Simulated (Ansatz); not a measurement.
## Vibrations of species on C(111), H replaced by OH in a 2x2 cell

Aim: bond lengths and vibrational modes of species bound on C(111), H replaced by OH in a 2x2 cell.

Calculated with Ansatz 0.2.0; DFT PBE, scalar-relativistic, plane waves, PAW; PAW set soft_1.

### Step 1. The bulk crystal behind the slab

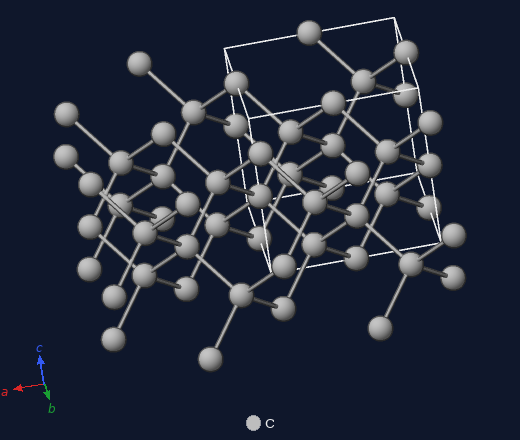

The starting structure, seen from a free direction (carbon light grey). 2×2×1 cells are drawn. This picture shows the conventional cell, with its axes. Some periodic images of atoms are drawn too.

Coordinates:

```cif
data_structure
_symmetry_space_group_name_H-M 'P 1'
_symmetry_Int_Tables_number 1
_cell_length_a 2.5244
_cell_length_b 2.5244
_cell_length_c 2.5244
_cell_angle_alpha 60.000
_cell_angle_beta 60.000
_cell_angle_gamma 60.000
_cell_volume 11.37
loop_
_atom_site_label
_atom_site_type_symbol
_atom_site_fract_x
_atom_site_fract_y
_atom_site_fract_z
_atom_site_occupancy
C1 C 0.00000 0.00000 0.00000 1
C2 C 0.25000 0.25000 0.25000 1
```

### Step 2. Relaxation of the host

The host crystal is relaxed at the same level, and its volume sets the scale of the cells that follow.

input.yaml

```yaml
crystal:
  lattice:
    - [0.0, 1.785, 1.785]
    - [1.785, 0.0, 1.785]
    - [1.785, 1.785, 0.0]
  atoms:
    - { symbol: C, position: [0.0, 0.0, 0.0] }
    - { symbol: C, position: [0.25, 0.25, 0.25] }
kpoints:
  mp_grid: { grid: [14, 14, 14] }
hamiltonian:
  xc: pbe
  pseudopotentials: { kind: paw, azcp: { folder: soft_1 } }
scf:
  occupations: { method: gaussian, width: 0.02 }
output:
  forces: true
  stress: true
  eigenvalues: true
relax:
  adjacent_minimum: "off"
  f_tol: 0.002
  max_steps: 60
  cell: { stress_tol: 0.02 }
```

Launch:

```console
ansatz run input.yaml --threads 8 --pin off --max-ram 20480MiB --backend cpu --events-out ev --progress --plain --runs-dir out
```

Numbers of over 12 decimals in the logs are rounded to 6 here.

The log of the run:

```text
The last accepted step is kept in <dir> (removed where the run ends without a failure and the disk answers)
Engine: ansatz 0.2.0, aarch64-unknown-linux-gnu
Pseudopotentials: kind: paw
Pseudopotential: C, paw, valence charge 4, recommended cutoff 420 eV (normal), soft_1/C.paw.azcp
Functional definition: PBE
  parameter kappa = 0.804
  parameter beta = 0.066725
  exchange = pbe_x(kappa = kappa, mu = beta*pi^2/3)
[...]
--- Relaxed structure (3 steps of the walk, 3 accepted, 1 SCFs on fresh bases) ---
  F+E_penalty+E_count = -501.61476185 eV   max|allowed force component| = 9.252e-17 eV/Å   (the final SCF, on the basis selected at the relaxed cell)
  cell:  # Å, volume = 11.3901 Å³
    - [0, 1.785801, 1.785801]
    - [1.785801, 0, 1.785801]
    - [1.785801, 1.785801, 0]
  atoms:
    - { symbol: C, position: [0, 0, 0] }
    - { symbol: C, position: [0.25, 0.25, 0.25] }
[key lines of the parts left out:]
SCF converged after 7 iterations
Free energy (F): -501.614762 eV
Fermi energy:    15.337452 eV
P = ⅓ Tr σ = 0.0098 GPa (0.098 kbar)
```

Elapsed: 1.4 s, on 8 threads of Arm Neoverse N1, shared host; peak memory 0.26 GiB.

Little changed from the start: no atom moved by 0.005 Å and no cell edge by 0.1 %.

Numbers from this step:

* pressure: 0.009776 GPa
* gap on the k-mesh: 4.128 eV
* volume per atom: 5.695 Å³

The forces vanish by symmetry.

### Step 3. Letting the atoms settle: 4 H

The slab carries 4 H. Its plane takes the lattice constant of the bulk relaxed at this level. The lowest layers and the H atoms that close the back face are held, and the other atoms relax. The program lengthens the typed cell of 21.8 Å along the normal to 37.4 Å, as its cut-off of the electrostatics needs, and moves no atom.

System of this step: 4 H on C(111), H replaced by OH in a 2x2 cell. The cell holds 32 atoms: 24 C and 8 H. Its edges and angles: a = 5.051 Å, b = 5.051 Å, c = 37.401 Å, α = 90.0°, β = 90.0°, γ = 120.0°. It derives from C. Vacuum lies along c.

input.yaml

```yaml
crystal:
  lattice:
    - [5.0510051567, 0.0, 0.0]
    - [-2.5255025783, 4.3743016845, 0.0]
    - [0.0, 0.0, 21.8073496501]
  atoms:
    - { symbol: C, position: [0.0, 0.0, 0.394539] }
    - { symbol: C, position: [1.0, 0.5, 0.394539] }
    - { symbol: C, position: [0.5, 0.0, 0.394539] }
    - { symbol: C, position: [0.5, 0.5, 0.394539] }
    - { symbol: C, position: [0.166667, 0.333333, 0.418179] }
    - { symbol: C, position: [0.166667, 0.833333, 0.418179] }
    - { symbol: C, position: [0.666667, 0.333333, 0.418179] }
    - { symbol: C, position: [0.666667, 0.833333, 0.418179] }
    - { symbol: C, position: [0.166667, 0.333333, 0.489098] }
    - { symbol: C, position: [0.166667, 0.833333, 0.489098] }
    - { symbol: C, position: [0.666667, 0.333333, 0.489098] }
    - { symbol: C, position: [0.666667, 0.833333, 0.489098] }
    - { symbol: C, position: [0.333333, 0.166667, 0.512737] }
    - { symbol: C, position: [0.333333, 0.666667, 0.512737] }
    - { symbol: C, position: [0.833333, 0.166667, 0.512737] }
    - { symbol: C, position: [0.833333, 0.666667, 0.512737] }
    - { symbol: C, position: [0.333333, 0.166667, 0.583656] }
    - { symbol: C, position: [0.333333, 0.666667, 0.583656] }
    - { symbol: C, position: [0.833333, 0.166667, 0.583656] }
    - { symbol: C, position: [0.833333, 0.666667, 0.583656] }
    - { symbol: C, position: [0.0, 0.0, 0.607296] }
    - { symbol: C, position: [1.0, 0.5, 0.607296] }
    - { symbol: C, position: [0.5, 0.0, 0.607296] }
    - { symbol: C, position: [0.5, 0.5, 0.607296] }
    - { symbol: H, position: [0.0, 0.0, 0.344075] }
    - { symbol: H, position: [1.0, 0.5, 0.344075] }
    - { symbol: H, position: [0.5, 0.0, 0.344075] }
    - { symbol: H, position: [0.5, 0.5, 0.344075] }
    - { symbol: H, position: [0.0, 0.0, 0.655925] }
    - { symbol: H, position: [1.0, 0.5, 0.655925] }
    - { symbol: H, position: [0.5, 0.0, 0.655925] }
    - { symbol: H, position: [0.5, 0.5, 0.655925] }
  periodic: [true, true, false]
kpoints:
  mp_grid: { grid: [4, 4, 1] }
hamiltonian:
  xc: pbe
  pseudopotentials: { kind: paw, azcp: { folder: soft_1 } }
scf:
  occupations: { method: gaussian, width: 0.03 }
output:
  forces: true
  eigenvalues: true
relax:
  adjacent_minimum: "off"
  f_tol: 0.003
  max_steps: 120
  constraints: [{ sites: [0, 1, 2, 3, 4, 5, 6, 7, 24, 25, 26, 27] }]
```

The log of the run:

```text
Warning: crystal.periodic: the lattice vector that does not repeat stood 0.000° off the slab's normal, 21.807 Å along it as the deck builds it. The run solves the slab on a vector along the normal, 37.401 Å long, with every atom where it was (on the deck's vector they left 15.01 Å outside them, and the widest stretch free of ions among them is 1.55 Å). A fractional position that the run reports is one of the run's ce [...]
Warning: the atoms were moved onto the symmetric positions of the space group found under crystal.symmetry.tolerance 1.0e-5 (fractional; no operation is sought that the atoms, as they stand in a round, miss by more than twice it, and no atom is moved by as much as it), and the run uses the moved positions. Before a round's move an operation carried an atom to 5.05e-6 Å from where it should land, the largest such dist [...]
[...]
crystal.periodic: the lattice vector that does not repeat stood 0.000° off the slab's normal, 21.807 Å along it as the deck builds it. The run solves the slab on a vector along the normal, 37.401 Å long, with every atom where it was (on the deck's vector they left 15.01 Å outside them, and the widest stretch free of ions among them is 1.55 Å). A fractional position that the run reports is one of the run's cell, which [...]
[...]
Crystal: 32 atoms, lattice volume = 826.366 Å³
Basis set: ecut = 420 eV, 16271 PW (Γ), exchange–correlation on 72×72×500 points (8 copies of the dense FFT grid, shifted against one another)
Bands: 84, of which v1, the nominal top of the filled ones, is band 52 counted from 1 (51 counted from 0)
Symmetry: 24 space group operations
[...]
k-points: 4 of 16 (time reversal used)
[...]
SCF iter   1: F=—  HF=-6160.803418 eV  |F-HF|=—  |Δ(HF+E_count)|=         —  Δρ=6.63e-2  dr2=3.39e1  ethr=3.10e-3  ⟨swp⟩=12.0  Hψ=2629  notcnv=0  defer=34
[...]
SCF iter  10: F=-6148.795743 eV  HF=-6148.795743 eV  |F-HF|=7.58e-8  |Δ(HF+E_count)|=   1.08e-6  Δρ=3.92e-6  dr2=1.47e-7  ethr=2.16e-10  ⟨swp⟩=62.2  Hψ=5740  notcnv=0
SCF 1 converged in 10 iterations: F = -6148.795743 eV  dr2 = 1.47e-7
[...]
relax step   1: F+E_penalty+E_count = -6148.79574277 eV  Δ(F+E_penalty+E_count) = +0.000e0 eV  max|allowed force component| = 2.325e0 eV/Å  Δτ_max = 0.0000 Å  (10 SCF iters, dr2 threshold 2.25e-7 eV, accepted)
[...]
SCF iter   5: F=-6148.958952 eV  HF=-6148.958954 eV  |F-HF|=2.40e-6  |Δ(HF+E_count)|=   2.15e-5  Δρ=3.35e-5  dr2=8.58e-6  ethr=9.62e-8  ⟨swp⟩=26.2  Hψ=3020  notcnv=0
SCF 2 converged in 5 iterations: F = -6148.958952 eV  dr2 = 8.58e-6
[...]
relax step   2: F+E_penalty+E_count = -6148.95895151 eV  Δ(F+E_penalty+E_count) = -1.632e-1 eV  max|allowed force component| = 6.494e-1 eV/Å  Δτ_max = 0.0234 Å  (5 SCF iters, dr2 threshold 1.00e-4 eV, accepted)
SCF iter   1: F=—  HF=-6148.984264 eV  |F-HF|=—  |Δ(HF+E_count)|=         —  Δρ=1.45e-3  dr2=1.19e-2  ethr=1.46e-4  ⟨swp⟩=3.0  Hψ=645  notcnv=0  defer=108
[...]
SCF iter   4: F=-6148.980982 eV  HF=-6148.981000 eV  |F-HF|=1.79e-5  |Δ(HF+E_count)|=   5.79e-6  Δρ=3.73e-5  dr2=2.41e-5  ethr=2.53e-8  ⟨swp⟩=37.5  Hψ=3021  notcnv=0
SCF 3 converged in 4 iterations: F = -6148.980982 eV  dr2 = 2.41e-5
[...]
relax step   3: F+E_penalty+E_count = -6148.98098165 eV  Δ(F+E_penalty+E_count) = -2.203e-2 eV  max|allowed force component| = 7.286e-2 eV/Å  Δτ_max = 0.0178 Å  (4 SCF iters, dr2 threshold 2.64e-5 eV, accepted)
[...]
relax step   4: F+E_penalty+E_count = -6148.96252605 eV  Δ(F+E_penalty+E_count) = +1.846e-2 eV  max|allowed force component| = 4.942e-1 eV/Å  Δτ_max = 0.0083 Å  (6 SCF iters, dr2 threshold 3.32e-7 eV, rejected (line search))
[...]
relax step   5: F+E_penalty+E_count = -6148.98138825 eV  Δ(F+E_penalty+E_count) = -4.066e-4 eV  max|allowed force component| = 8.264e-4 eV/Å  Δτ_max = 0.0012 Å  (9 SCF iters, dr2 threshold 1.00e-7 eV, accepted)
[...]
SCF iter   2: F=-6148.981388 eV  HF=-6148.981388 eV  |F-HF|=6.18e-11  |Δ(HF+E_count)|=   6.97e-5  Δρ=1.69e-7  dr2=1.19e-10  ethr=1.00e-12  ⟨swp⟩=6.8  Hψ=1510  notcnv=0
SCF 6 converged in 2 iterations: F = -6148.981388 eV  dr2 = 1.19e-10
relax step   6: F+E_penalty+E_count = -6148.98138825 eV  Δ(F+E_penalty+E_count) = -1.382e-10 eV  max|allowed force component| = 8.233e-4 eV/Å  Δτ_max = 0.0000 Å  (2 SCF iters, accepted)
SCF converged after 2 iterations
Free energy (F): -6148.981388 eV
[...]
Internal energy: -6148.981388 eV  (E = F + TS)
E sigma→0 (E₀):  -6148.981388 eV
Fermi energy:    -2.325374 eV
[...]
--- Forces (eV/Å), atoms counted from 1 ---
  atom   1  C     -0.00000000    -0.00000000     1.05802345
  atom   2  C     -0.00000000    -0.00000000     1.05802345
  atom   3  C     -0.00000000    -0.00000000     1.05802345
  atom   4  C     -0.00000000    -0.00000000     1.05802345
  atom   5  C      0.00000000     0.00000000    -0.89118708
  atom   6  C     -0.00000000     0.00000000    -0.89118708
  atom   7  C      0.00000000     0.00000000    -0.89118708
  atom   8  C      0.00000000     0.00000000    -0.89118708
  atom   9  C     -0.00000000     0.00000000     0.00082260
  atom  10  C     -0.00000000     0.00000000     0.00082260
  atom  11  C     -0.00000000    -0.00000000     0.00082260
  atom  12  C      0.00000000     0.00000000     0.00082260
  atom  13  C     -0.00000000     0.00000000    -0.00082334
  atom  14  C      0.00000000     0.00000000    -0.00082334
  atom  15  C      0.00000000    -0.00000000    -0.00082334
  atom  16  C     -0.00000000    -0.00000000    -0.00082334
  atom  17  C     -0.00000000    -0.00000000     0.00030048
  atom  18  C     -0.00000000    -0.00000000     0.00030048
  atom  19  C     -0.00000000    -0.00000000     0.00030048
  atom  20  C     -0.00000000    -0.00000000     0.00030048
  atom  21  C      0.00000000    -0.00000000    -0.00005057
  atom  22  C     -0.00000000     0.00000000    -0.00005057
  atom  23  C     -0.00000000    -0.00000000    -0.00005057
  atom  24  C     -0.00000000    -0.00000000    -0.00005057
  atom  25  H     -0.00000000     0.00000000    -0.16783471
  atom  26  H     -0.00000000     0.00000000    -0.16783471
  atom  27  H     -0.00000000     0.00000000    -0.16783471
  atom  28  H     -0.00000000     0.00000000    -0.16783471
  atom  29  H      0.00000000     0.00000000     0.00074978
  atom  30  H      0.00000000     0.00000000     0.00074978
  atom  31  H      0.00000000     0.00000000     0.00074978
  atom  32  H     -0.00000000     0.00000000     0.00074978
  max |Σ_I F_I| component: 2.46e-6 eV/Å
--- Band table (eV) ---
  k-point 0: bands = [... 48 lower, -4.7674, -4.7674, -3.7077, -3.7077, -0.9433 (-0.9434°), -0.6375 (-0.6380°), 0.2933, 0.3789, ... 28 higher]
  k-point 1: bands = [... 48 lower, -5.4163, -5.3986, -5.0770, -4.2597, -0.5124 (-0.5124°), -0.3350 (-0.3352°), 0.7686, 0.8320, ... 28 higher]
  k-point 2: bands = [... 48 lower, -5.6720, -5.6720, -5.3857, -5.3857, 0.5240 (0.5240°), 0.5240 (0.5240°), 0.7005 (0.7005°), 0.7005 (0.7005°), ... 28 higher]
  k-point 3: bands = [... 48 lower, -6.1922, -5.8689, -5.8689, -5.0725, 0.2966 (0.2966°), 0.3315 (0.3315°), 1.5559, 1.5559, ... 28 higher]
  ° read free of the cell's end (the report's vacuum.weakly_bound_levels)
--- Relaxed structure (6 steps of the walk, 5 accepted, 0 SCFs on fresh bases) ---
  F+E_penalty+E_count = -6148.98138825 eV   max|allowed force component| = 8.233e-4 eV/Å
  cell:  # Å, volume = 826.3663 Å³
    - [5.051007, -2.8867481807870462e-11, 0.0]
    - [-2.525503, 4.374300, 0.0]
    - [0.0, 0.0, 37.401244]
  atoms:
    - { symbol: C, position: [0.0, 0.0, 0.230042] }
    - { symbol: C, position: [1.0, 0.500000, 0.230042] }
    - { symbol: C, position: [0.500000, 0, 0.230042] }
    - { symbol: C, position: [0.5, 0.5, 0.230042] }
    - { symbol: C, position: [0.166667, 0.333333, 0.243825] }
    - { symbol: C, position: [0.166667, 0.833333, 0.243825] }
    - { symbol: C, position: [0.666667, 0.333333, 0.243825] }
    - { symbol: C, position: [0.666667, 0.833333, 0.243825] }
    - { symbol: C, position: [0.166667, 0.333333, 0.285157] }
    - { symbol: C, position: [0.166667, 0.833333, 0.285157] }
    - { symbol: C, position: [0.666667, 0.333333, 0.285157] }
    - { symbol: C, position: [0.666667, 0.833333, 0.285157] }
    - { symbol: C, position: [0.333333, 0.166667, 0.298903] }
    - { symbol: C, position: [0.333333, 0.666667, 0.298903] }
    - { symbol: C, position: [0.833333, 0.166667, 0.298903] }
    - { symbol: C, position: [0.833333, 0.666667, 0.298903] }
    - { symbol: C, position: [0.333333, 0.166667, 0.340430] }
    - { symbol: C, position: [0.333333, 0.666667, 0.340430] }
    - { symbol: C, position: [0.833333, 0.166667, 0.340430] }
    - { symbol: C, position: [0.833333, 0.666667, 0.340430] }
    - { symbol: C, position: [1.7129281624735845e-19, 3.4258563249810542e-19, 0.353468] }
    - { symbol: C, position: [1.0, 0.500000, 0.353468] }
    - { symbol: C, position: [0.500000, 3.425856322127027e-19, 0.353468] }
    - { symbol: C, position: [0.5, 0.5, 0.353468] }
    - { symbol: H, position: [0.0, 0.0, 0.200618] }
    - { symbol: H, position: [1.0, 0.500000, 0.200618] }
    - { symbol: H, position: [0.500000, 0, 0.200618] }
    - { symbol: H, position: [0.5, 0.5, 0.200618] }
    - { symbol: H, position: [-1.8497596272666254e-19, -3.6995192545699315e-19, 0.383122] }
    - { symbol: H, position: [1.0, 0.500000, 0.383122] }
    - { symbol: H, position: [0.500000, -3.6995192615659717e-19, 0.383122] }
    - { symbol: H, position: [0.5, 0.5, 0.383122] }
```

The job ended after 45 s (8 threads; peak memory 1.4 GiB).

Relaxation path:

```tsv
step	energy less that of the first step (eV)	largest force component (eV/Å)
1	0.0000	2.3246
2	-0.1632	0.6494
3	-0.1852	0.0729
4	-0.1668	0.4942
5	-0.1856	0.0008
6	-0.1856	0.0008
```

Relaxation step 4 was tried and not accepted.

Forces are held to the 24 operations that the run works with; a distortion that breaks them can't arise in this run.

The atoms that moved most (Å):

```tsv
atom	dx	dy	dz	length
H32	0.000	0.000	0.025	0.025
H31	0.000	0.000	0.025	0.025
H30	0.000	0.000	0.025	0.025
H29	0.000	0.000	0.025	0.025
C21	0.000	0.000	-0.023	0.023
C22	0.000	0.000	-0.023	0.023
C23	0.000	0.000	-0.023	0.023
C24	0.000	0.000	-0.023	0.023
```

A gap read on the k-mesh alone can miss the band edges.

Numbers from this step:

* gap on the k-mesh: 2.764 eV

The largest force component left on a free atom is 0.82 meV/Å.

(Part 1 of 3 ends here.)

[Logs are printed without paths, hosts, clocks, repeated set-up lines and the standing remarks that a program may print on its own settings, such as how far it seeks lower states.]

[Hosts, paths, dates, database ids (printed as entryN), source tags and the programs' standing remarks are cut or masked in the printed files.]
